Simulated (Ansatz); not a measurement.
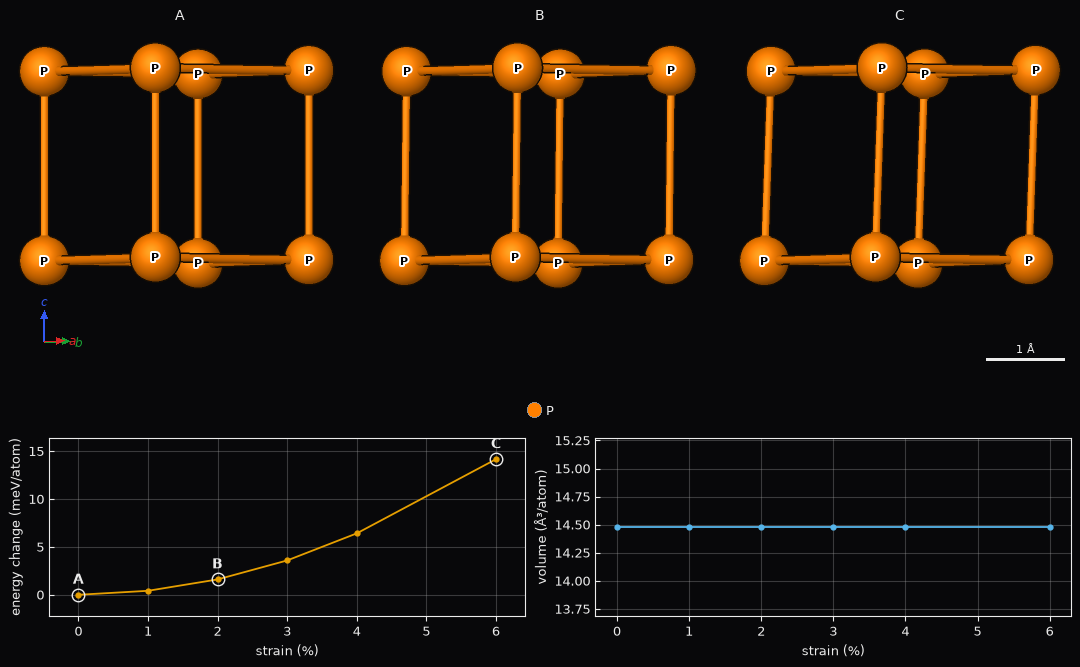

Members of a series of calculations on crystalline P (set up in Pm-3m), marked on the first curve. Style: ball-and-stick. Shown: the cell of the calculation, from a free direction.

Level of theory: DFT r2SCAN, scalar-relativistic, plane waves, PAW in Ansatz 0.2.0. Settings: plane-wave cutoff 500 eV; k-point mesh 22 × 22 × 22; occupations gaussian; smearing width 0.1 eV; no spin polarisation.

### Describe the series.

Shear of c along a, cell held, atoms relaxed. A (strain 0.0 %): energy change 0.0 meV/atom, volume 14.48 Å³ per atom. B (strain 2.0 %): energy change 1.6 meV/atom, volume 14.48 Å³ per atom. C (strain 6.0 %): energy change 14.2 meV/atom, volume 14.48 Å³ per atom. The rest compares A with C. The drawn cell changes at constant volume: a = b unchanged at 2.437 Å, c 2.437 → 2.442 Å (+0.2 %), β 90.0° → 86.6°. Some distances before and after: P–P 2.437 → 2.437 to 2.442 Å.
